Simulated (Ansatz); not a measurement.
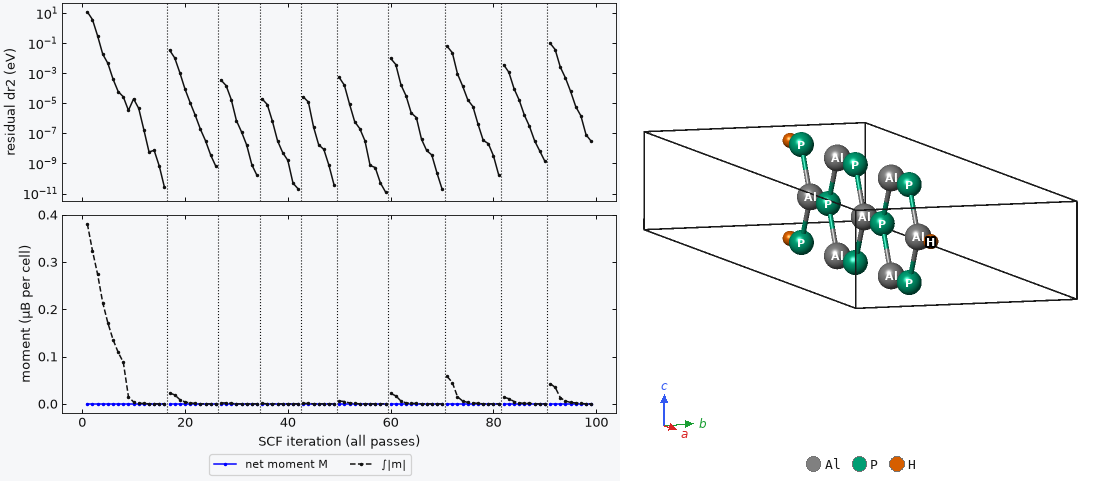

Beside the plot: the structure.

The plot shows the SCF iterations of a calculation: density residual dr2, magnetic moments. Each stretch between dotted lines is the SCF of one geometry step of a relaxation. dr2 is the charge part; the magnetisation has a residual of its own.

Program: Ansatz.

```
crystal:
  lattice:
    - [26.8, 0.0, 0.0]
    - [0.0, 9.3, 0.0]
    - [0.0, 0.0, 3.9395179293]
  atoms:
    - { symbol: Al, position: [0.2632528089, 0.4998657827, 0.5] }
    - { symbol: Al, position: [0.3905558912, 0.4998657827, 0.0] }
    - { symbol: Al, position: [0.5178589734, 0.4998657827, 0.5] }
    - { symbol: Al, position: [0.6451620557, 0.4998657827, 1.0] }
    - { symbol: Al, position: [0.772465138, 0.4998657827, 0.5], spin: -1.0 }
    - { symbol: P, position: [0.2208184481, 0.5001342173, 1.0], spin: 1.0 }
    - { symbol: P, position: [0.3481215304, 0.5001342173, 0.5] }
    - { symbol: P, position: [0.4754246127, 0.5001342173, 0.0] }
    - { symbol: P, position: [0.602727695, 0.5001342173, 0.5] }
    - { symbol: P, position: [0.7300307773, 0.5001342173, 0.0] }
    - { symbol: H, position: [0.8321665946, 0.5000546148, 0.5] }
    - { symbol: H, position: [0.1678334054, 0.4999666288, 0.0] }
basis:
  ecutwfc: 420
kpoints:
  mp_grid: { grid: [1, 1, 14] }
hamiltonian:
  xc: pbe
scf:
  occupations: { method: gaussian, width: 0.05 }
output:
  forces: true
  stress: true
  eigenvalues: true
  populations: true
  write_density: true
  write_potential: true
  elf: true
  volumetric_format: npy
magnetization:
  spin_polarized: true
relax:
  adjacent_minimum: "off"
  f_tol: 0.02
  max_steps: 45
  cell: { fix: [a, b, alpha, beta, gamma], stress_tol: 0.03 }
```

Run as:
```bash
ansatz run input.yaml --threads 4 --pin off --max-ram 11264MiB --backend cpu --events-out ev --progress --plain --runs-dir out
```

Was self-consistency reached?

It was still iterating, at step 99, when the time limit ended it. There are 10 passes, of 16, 10, 8, 8, 7, 10, 11, 11, 9 and 9 iterations. In pass 10, the residual is still falling at the last step (down to 3 × 10⁻⁸). The program keeps the magnetisation out of the quasi-Newton mixer until iteration 7 and then restarts the mixer with it.

How do the moments develop?

The net moment stays at 0.00 μB per cell, though in an unconverged run this needn't be final.
